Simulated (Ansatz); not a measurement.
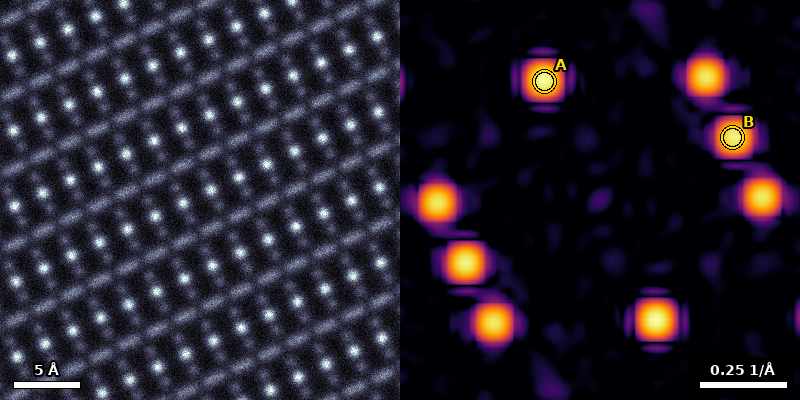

iDPC-like image of a crystal. Simulated as the projected potential of neutral atoms (B = 0.5 Å²) blurred by a 0.50 Å probe, the thin-sample limit of integrated differential phase contrast. Shot noise was added.

The right panel is the modulus of the image's Fourier transform on a logarithmic scale.

> Which lattice spacings do the marked spots stand for, and what angle do A and B enclose?

A: 2.6 Å, B: 2.3 Å; A and B enclose about 90°.

The crystal is Ti (Pm-3n, No. 223) along [210]; the spots are (0 0 -2) and (1 -2 0). Structure: the input geometry of a calculation; the starting structure was generated, so it need not be a known form of this composition.
